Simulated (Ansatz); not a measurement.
## Geometry relaxation of HfN (part 1 of 2)

System: HfN (4 atoms in the cell).
Method: DFT PBEsol, scalar-relativistic, plane waves, PAW, no spin polarisation (Ansatz 0.2.0).

The structure derives from a Materials Project entry. It belongs to a series of runs on one base structure; here: biaxial strain in the a-b plane, c and atoms relaxed: -1.5 %. Figures and captions count atoms from 1; the log counts them from 0 in places.

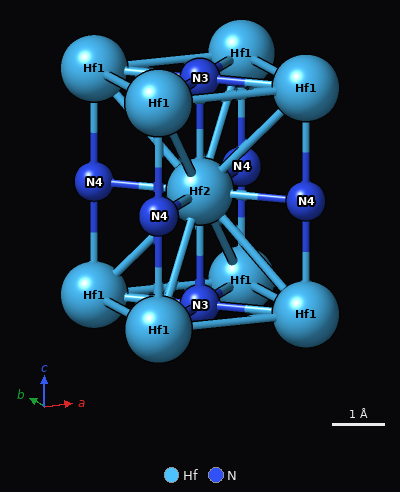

**Figure 1.** The structure as given in the input (ball-and-stick view of the cell of the calculation, seen slightly off an axis; atoms are numbered from 1 in the order of the input). An atom can appear more than once, as a periodic image.

### The input
```yaml
crystal:
  lattice:
    - [2.217104896, 2.217104896, 0.0]
    - [-2.217104896, 2.217104896, 0.0]
    - [0.0, 0.0, 4.5422514519]
  atoms:
    - { symbol: Hf, position: [0.0, 0.0, 0.0] }
    - { symbol: Hf, position: [0.5, 0.5, 0.5] }
    - { symbol: "N", position: [0.5, 0.5, 0.0] }
    - { symbol: "N", position: [0.0, 0.0, 0.5] }
basis:
  ecutwfc: 420
kpoints:
  mp_grid: { grid: [16, 16, 12] }
hamiltonian:
  xc: pbesol
scf:
  occupations: { method: gaussian, width: 0.1 }
output:
  forces: true
  stress: true
  eigenvalues: true
  write_density: true
  write_potential: true
  elf: true
  volumetric_format: npy
relax:
  adjacent_minimum: "off"
  f_tol: 0.008
  max_steps: 40
  cell: { stress_tol: 0.015, fix: [a, b, gamma] }
```

Launch command:
```bash
ansatz run input.yaml --threads 1 --pin off --max-ram 2560MiB --backend cpu --events-out ev --progress --plain --runs-dir out
```

### What the program printed
```
Engine: ansatz 0.2.0, x86_64-unknown-linux-gnu
Pseudopotentials: kind: paw
Pseudopotential: Hf, paw, valence charge 26, recommended cutoff 420 eV (normal), Hf.paw.azcp
Pseudopotential: N, paw, valence charge 5, recommended cutoff 420 eV (normal), N.paw.azcp
Functional definition: PBEsol
  exchange = pbesol_x
  correlation = pbesol_c
Crystal: 4 atoms, lattice volume = 44.655 Å³
Basis set: ecut = 420 eV, 879 PW (Γ), exchange–correlation on 48×48×64 points (8 copies of the dense FFT grid, shifted against one another)
Bands: 38, of which v1, the nominal top of the filled ones, is band 31 counted from 1 (30 counted from 0)
Symmetry: 32 space group operations
Space group: I4/mmm (ITA 139), of the structure as read, at distance tolerance 3.5e-5 Å
k-points: 315 of 3072
Non-local potential: Hf, projectors of the file, l = 0: 3, l = 1: 2, l = 2: 2, l = 3: 3
Non-local potential: N, projectors of the file, l = 0: 2, l = 1: 2, l = 2: 1
PAW form: soft (Blöchl's): semilocal exchange-correlation on the pseudo side does not see the compensation charge
PAW frozen core: Hf, regenerated for the run's functional, and the local potential with it (the file was generated under x = pbe(κ = 0.804, μ = 0.2195149727645171), c = pbe(β = 0.06672455060314922))
PAW frozen core: N, regenerated for the run's functional, and the local potential with it (the file was generated under x = pbe(κ = 0.804, μ = 0.2195149727645171), c = pbe(β = 0.06672455060314922))
PAW one-centre angular grid: Hf, 590 points (default); XC on 64 Gauss nodes
PAW one-centre angular grid: N, 110 points (default); XC on 64 Gauss nodes
Initial density: superposition of atomic densities (neutral atoms: chi_scale 0, normalization atom), corrected by the library's trained network
Initial wavefunctions: pseudopotential atomic-orbital guess
Functional: x = pbesol(κ = 0.804, μ = 0.12345679012345678), c = pbesol(β = 0.046)
SCF iter   1: F=—  HF=-31960.460160 eV  |F-HF|=—  |Δ(HF+E_count)|=         —  Δρ=9.25e-3  dr2=3.41e-2  ethr=1.77e-3  ⟨swp⟩=4.8  Hψ=37896  notcnv=0  defer=23
preconditioner: auto → Kerker (q_TF=auto, 2.882 Å⁻¹)  [metal: Δε(μ)=0.007 eV  Ē_g=18.350 eV  σ=0.100 eV  W_gap=0.04  n_scr=20 (ndim 8)  ℏωp=42.3 eV  f_vac=0.000  D(μ)=1.34/eV (n_scr^D=6)]
SCF iter   2: F=—  HF=-31960.451486 eV  |F-HF|=—  |Δ(HF+E_count)|=   8.67e-3  Δρ=2.57e-3  dr2=2.21e-3  ethr=5.50e-5  ⟨swp⟩=2.0  Hψ=16314  notcnv=0  defer=67
SCF iter   3: F=—  HF=-31960.451035 eV  |F-HF|=—  |Δ(HF+E_count)|=   4.50e-4  Δρ=9.13e-4  dr2=2.30e-4  ethr=3.57e-6  ⟨swp⟩=2.0  Hψ=18476  notcnv=0  defer=67
SCF iter   4: F=—  HF=-31960.451006 eV  |F-HF|=—  |Δ(HF+E_count)|=   2.91e-5  Δρ=2.58e-4  dr2=2.00e-5  ethr=3.71e-7  ⟨swp⟩=2.0  Hψ=21217  notcnv=0  defer=67
SCF iter   5: F=—  HF=-31960.450940 eV  |F-HF|=—  |Δ(HF+E_count)|=   6.66e-5  Δρ=9.35e-5  dr2=2.74e-6  ethr=3.22e-8  ⟨swp⟩=2.1  Hψ=21319  notcnv=0  defer=67
SCF iter   6: F=—  HF=-31960.450942 eV  |F-HF|=—  |Δ(HF+E_count)|=   2.62e-6  Δρ=2.26e-5  dr2=1.49e-7  ethr=4.42e-9  ⟨swp⟩=2.0  Hψ=21133  notcnv=0  defer=67
SCF iter   7: F=-31960.450942 eV  HF=-31960.450942 eV  |F-HF|=1.65e-9  |Δ(HF+E_count)|=   4.83e-8  Δρ=4.72e-6  dr2=5.13e-9  ethr=1.61e-10  ⟨swp⟩=11.8  Hψ=84533  notcnv=0
SCF 1 converged in 7 iterations: F = -31960.450942 eV  dr2 = 5.13e-9
  greatest PAW one-centre occupation: 0.998 electrons in one spin orbital (limit 2), on the Hf atom at site 1 (counted from 0), in its partial waves of l = 3
relax step   1: F+E_penalty+E_count = -31960.45094236 eV  Δ(F+E_penalty+E_count) = +0.000e0 eV  max|allowed force component| = 7.519e-30 eV/Å  Δτ_max = 0.0000 Å  P = +6.677 GPa  Ω = 44.655 Å³  fix = [a, b, gamma]  reactions: a +11.372, b +11.372 GPa  (7 SCF iters, dr2 threshold 1.00e-7 eV, accepted)
Crystal: 4 atoms, lattice volume = 44.426 Å³
Basis set: ecut = 420 eV, 871 PW (Γ), exchange–correlation on 48×48×64 points (8 copies of the dense FFT grid, shifted against one another)
Initial density: handed on by an earlier stage of this run
Initial wavefunctions: those handed on with the density
iter 1 solved again at ethr=7.79e-7 eV; its pass at ethr=3.10e-3 eV (dr2=4.83e-4 eV) is discarded
SCF iter   1: F=—  HF=-31960.453621 eV  |F-HF|=—  |Δ(HF+E_count)|=         —  Δρ=1.30e-3  dr2=5.50e-4  ethr=7.79e-7  ⟨swp⟩=2.1  Hψ=54593  notcnv=0
preconditioner: auto → Kerker (q_TF=auto, 2.884 Å⁻¹)  [metal: Δε(μ)=0.013 eV  Ē_g=18.400 eV  σ=0.100 eV  W_gap=0.07  n_scr=20 (ndim 8)  ℏωp=42.4 eV  f_vac=0.000  D(μ)=1.21/eV (n_scr^D=6)]
SCF iter   2: F=—  HF=-31960.453479 eV  |F-HF|=—  |Δ(HF+E_count)|=   1.42e-4  Δρ=6.80e-4  dr2=1.56e-4  ethr=7.79e-7  ⟨swp⟩=2.0  Hψ=16805  notcnv=0
SCF iter   3: F=—  HF=-31960.453387 eV  |F-HF|=—  |Δ(HF+E_count)|=   9.26e-5  Δρ=2.04e-4  dr2=1.90e-5  ethr=2.51e-7  ⟨swp⟩=2.5  Hψ=20533  notcnv=0
SCF iter   4: F=—  HF=-31960.453378 eV  |F-HF|=—  |Δ(HF+E_count)|=   8.26e-6  Δρ=9.12e-5  dr2=2.54e-6  ethr=3.07e-8  ⟨swp⟩=2.0  Hψ=21753  notcnv=0
SCF iter   5: F=-31960.453376 eV  HF=-31960.453376 eV  |F-HF|=5.52e-8  |Δ(HF+E_count)|=   2.45e-6  Δρ=4.78e-5  dr2=3.73e-7  ethr=6.45e-10  ⟨swp⟩=6.4  Hψ=85184  notcnv=0
SCF 2 converged in 5 iterations: F = -31960.453376 eV  dr2 = 3.73e-7
relax step   2: F+E_penalty+E_count = -31960.45337577 eV  Δ(F+E_penalty+E_count) = -2.433e-3 eV  max|allowed force component| = 1.427e-29 eV/Å  Δτ_max = 0.0000 Å  P = +8.159 GPa  Ω = 44.426 Å³  energy of the carried Pulay correction = +7.512e-4 eV  fix = [a, b, gamma]  reactions: a +12.038, b +12.038 GPa  (5 SCF iters, dr2 threshold 4.00e-7 eV, accepted)
Crystal: 4 atoms, lattice volume = 44.456 Å³
iter 1 solved again at ethr=1.28e-8 eV; its pass at ethr=3.10e-3 eV (dr2=7.96e-6 eV) is discarded
SCF iter   1: F=—  HF=-31960.453352 eV  |F-HF|=—  |Δ(HF+E_count)|=         —  Δρ=1.92e-4  dr2=9.12e-6  ethr=1.28e-8  ⟨swp⟩=2.1  Hψ=52611  notcnv=0
preconditioner: auto → Kerker (q_TF=auto, 2.884 Å⁻¹)  [metal: Δε(μ)=0.011 eV  Ē_g=18.401 eV  σ=0.100 eV  W_gap=0.06  n_scr=20 (ndim 8)  ℏωp=42.4 eV  f_vac=0.000  D(μ)=1.23/eV (n_scr^D=6)]
SCF iter   2: F=—  HF=-31960.453316 eV  |F-HF|=—  |Δ(HF+E_count)|=   3.63e-5  Δρ=9.83e-5  dr2=2.32e-6  ethr=1.28e-8  ⟨swp⟩=2.0  Hψ=17331  notcnv=0
SCF iter   3: F=-31960.453314 eV  HF=-31960.453315 eV  |F-HF|=2.26e-7  |Δ(HF+E_count)|=   8.19e-7  Δρ=2.27e-5  dr2=2.08e-7  ethr=6.45e-10  ⟨swp⟩=6.5  Hψ=85692  notcnv=0
SCF 3 converged in 3 iterations: F = -31960.453314 eV  dr2 = 2.08e-7
relax step   3: F+E_penalty+E_count = -31960.45331448 eV  Δ(F+E_penalty+E_count) = +6.129e-5 eV  max|allowed force component| = 2.367e-30 eV/Å  Δτ_max = 0.0000 Å  P = +7.965 GPa  Ω = 44.456 Å³  energy of the carried Pulay correction = +6.542e-4 eV  fix = [a, b, gamma]  reactions: a +11.951, b +11.951 GPa  (3 SCF iters, dr2 threshold 4.00e-7 eV, accepted)
Initial wavefunctions: pseudopotential atomic-orbital guess (no wavefunctions were taken with the density)
iter 1 solved again at ethr=4.80e-9 eV; its pass at ethr=3.10e-3 eV (dr2=2.98e-6 eV) is discarded
SCF iter   1: F=—  HF=-31960.452701 eV  |F-HF|=—  |Δ(HF+E_count)|=         —  Δρ=3.80e-5  dr2=2.81e-7  ethr=4.80e-9  ⟨swp⟩=4.0  Hψ=77388  notcnv=0
preconditioner: auto → Kerker (q_TF=auto, 2.884 Å⁻¹)  [metal: Δε(μ)=0.011 eV  Ē_g=18.400 eV  σ=0.100 eV  W_gap=0.06  n_scr=20 (ndim 8)  ℏωp=42.4 eV  f_vac=0.000  D(μ)=1.23/eV (n_scr^D=6)]
SCF iter   2: F=—  HF=-31960.452668 eV  |F-HF|=—  |Δ(HF+E_count)|=   3.36e-5  Δρ=2.28e-5  dr2=1.20e-7  ethr=4.54e-10  ⟨swp⟩=2.0  Hψ=21767  notcnv=0
SCF iter   3: F=—  HF=-31960.452668 eV  |F-HF|=—  |Δ(HF+E_count)|=   8.97e-9  Δρ=1.27e-5  dr2=4.11e-8  ethr=1.94e-10  ⟨swp⟩=2.0  Hψ=16388  notcnv=0
SCF iter   4: F=—  HF=-31960.452668 eV  |F-HF|=—  |Δ(HF+E_count)|=   9.84e-9  Δρ=2.16e-6  dr2=1.44e-9  ethr=6.64e-11  ⟨swp⟩=2.0  Hψ=19100  notcnv=0
SCF iter   5: F=—  HF=-31960.452668 eV  |F-HF|=—  |Δ(HF+E_count)|=  1.27e-10  Δρ=1.15e-6  dr2=2.88e-10  ethr=2.32e-12  ⟨swp⟩=2.3  Hψ=21794  notcnv=0
SCF iter   6: F=—  HF=-31960.452668 eV  |F-HF|=—  |Δ(HF+E_count)|=  1.38e-10  Δρ=2.14e-7  dr2=1.25e-11  ethr=1.00e-12  ⟨swp⟩=2.8  Hψ=19899  notcnv=0
SCF iter   7: F=-31960.452668 eV  HF=-31960.452668 eV  |F-HF|=1.46e-11  |Δ(HF+E_count)|=  1.82e-11  Δρ=4.80e-8  dr2=5.61e-13  ethr=1.00e-12  ⟨swp⟩=5.7  Hψ=55328  notcnv=0
SCF 4 converged in 7 iterations: F = -31960.452668 eV  dr2 = 5.61e-13
relax step   4: F+E_penalty+E_count = -31960.45266753 eV  Δ(F+E_penalty+E_count) = +6.469e-4 eV  max|allowed force component| = 1.711e-29 eV/Å  Δτ_max = 0.0000 Å  P = +7.946 GPa  Ω = 44.456 Å³  fix = [a, b, gamma]  reactions: a +11.941, b +11.941 GPa  stress off target by 4.23e-2 GPa on what of the cell is left free  SCF on the basis re-selected at this cell (its energy is not comparable with the rows above)  (7 SCF iters)
basis re-selected at this cell: Δ(F+E_penalty+E_count) = +6.469e-4 eV, ΔP = -0.019 GPa vs the last step (what re-selecting the basis moved, of the pressure what is left beyond the Pulay correction that the steps carried, after the strain that the cell walked since its last selection, with what the two solves' SCF thresholds leave and, on support functions, any second-order correction that the steps lacked; it is no measure of the basis error at this ecutwfc). This SCF's stress stands 4.23e-2 GPa from its target on what of the cell is left free (relax.cell.stress_tol is 1.50e-2 GPa) and its largest allowed force component is 1.71e-29 eV/Å (relax.f_tol is 8.00e-3 eV/Å): not within both, so this SCF does not close the relaxation
Crystal: 4 atoms, lattice volume = 44.453 Å³
iter 1 solved again at ethr=1.48e-10 eV; its pass at ethr=3.10e-3 eV (dr2=9.15e-8 eV) is discarded
SCF iter   1: F=—  HF=-31960.452712 eV  |F-HF|=—  |Δ(HF+E_count)|=         —  Δρ=1.79e-5  dr2=1.02e-7  ethr=1.48e-10  ⟨swp⟩=2.2  Hψ=52264  notcnv=0
preconditioner: auto → Kerker (q_TF=auto, 2.884 Å⁻¹)  [metal: Δε(μ)=0.012 eV  Ē_g=18.400 eV  σ=0.100 eV  W_gap=0.07  n_scr=20 (ndim 8)  ℏωp=42.4 eV  f_vac=0.000  D(μ)=1.23/eV (n_scr^D=6)]
SCF iter   2: F=—  HF=-31960.452678 eV  |F-HF|=—  |Δ(HF+E_count)|=   3.35e-5  Δρ=9.22e-6  dr2=2.87e-8  ethr=1.48e-10  ⟨swp⟩=2.0  Hψ=21737  notcnv=0
SCF iter   3: F=—  HF=-31960.452678 eV  |F-HF|=—  |Δ(HF+E_count)|=   1.01e-8  Δρ=3.18e-6  dr2=4.51e-9  ethr=4.63e-11  ⟨swp⟩=2.9  Hψ=21396  notcnv=0
SCF iter   4: F=-31960.452678 eV  HF=-31960.452678 eV  |F-HF|=1.51e-9  |Δ(HF+E_count)|=   1.80e-9  Δρ=1.29e-6  dr2=4.73e-10  ethr=7.20e-12  ⟨swp⟩=6.8  Hψ=67298  notcnv=0
SCF 5 converged in 4 iterations: F = -31960.452678 eV  dr2 = 4.73e-10
relax step   5: F+E_penalty+E_count = -31960.45267813 eV  Δ(F+E_penalty+E_count) = -1.060e-5 eV  max|allowed force component| = 2.934e-30 eV/Å  Δτ_max = 0.0000 Å  P = +7.966 GPa  Ω = 44.453 Å³  energy of the carried Pulay correction = +1.020e-5 eV  fix = [a, b, gamma]  reactions: a +11.949, b +11.949 GPa  (4 SCF iters, dr2 threshold 4.47e-9 eV, accepted)
iter 1 solved again at ethr=5.77e-9 eV; its pass at ethr=3.10e-3 eV (dr2=3.58e-6 eV) is discarded
SCF iter   1: F=—  HF=-31960.452705 eV  |F-HF|=—  |Δ(HF+E_count)|=         —  Δρ=2.69e-6  dr2=8.28e-10  ethr=5.77e-9  ⟨swp⟩=3.9  Hψ=76516  notcnv=0
SCF iter   2: F=—  HF=-31960.452671 eV  |F-HF|=—  |Δ(HF+E_count)|=   3.35e-5  Δρ=1.19e-6  dr2=2.57e-10  ethr=1.34e-12  ⟨swp⟩=3.4  Hψ=32015  notcnv=0
SCF iter   3: F=—  HF=-31960.452671 eV  |F-HF|=—  |Δ(HF+E_count)|=  3.64e-11  Δρ=8.17e-7  dr2=1.31e-10  ethr=1.00e-12  ⟨swp⟩=1.3  Hψ=13560  notcnv=0
SCF iter   4: F=—  HF=-31960.452671 eV  |F-HF|=—  |Δ(HF+E_count)|=  6.18e-11  Δρ=2.44e-7  dr2=1.89e-11  ethr=1.00e-12  ⟨swp⟩=1.0  Hψ=11970  notcnv=0
SCF iter   5: F=-31960.452671 eV  HF=-31960.452671 eV  |F-HF|=1.09e-11  |Δ(HF+E_count)|=  1.82e-11  Δρ=1.66e-7  dr2=1.89e-12  ethr=1.00e-12  ⟨swp⟩=5.0  Hψ=59801  notcnv=0
SCF 6 converged in 5 iterations: F = -31960.452671 eV  dr2 = 1.89e-12
relax step   6: F+E_penalty+E_count = -31960.45267146 eV  Δ(F+E_penalty+E_count) = +6.662e-6 eV  max|allowed force component| = 6.015e-30 eV/Å  Δτ_max = 0.0000 Å  P = +7.966 GPa  Ω = 44.453 Å³  fix = [a, b, gamma]  reactions: a +11.949, b +11.949 GPa  stress off target by 1.65e-4 GPa on what of the cell is left free  SCF on the basis re-selected at this cell (its energy is not comparable with the rows above)  (5 SCF iters)
```

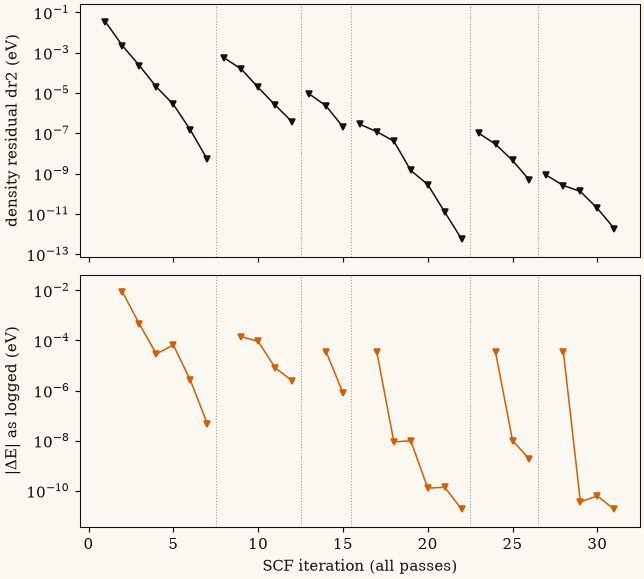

**Figure 2.** Convergence of the self-consistent field: density residual dr2 and size of the energy change against the SCF iteration. The dotted lines part the SCF passes of the relaxation: geometry steps, rejected trials and re-solves on a re-selected basis. The 6 passes take 3 to 7 iterations each, 31 in all.
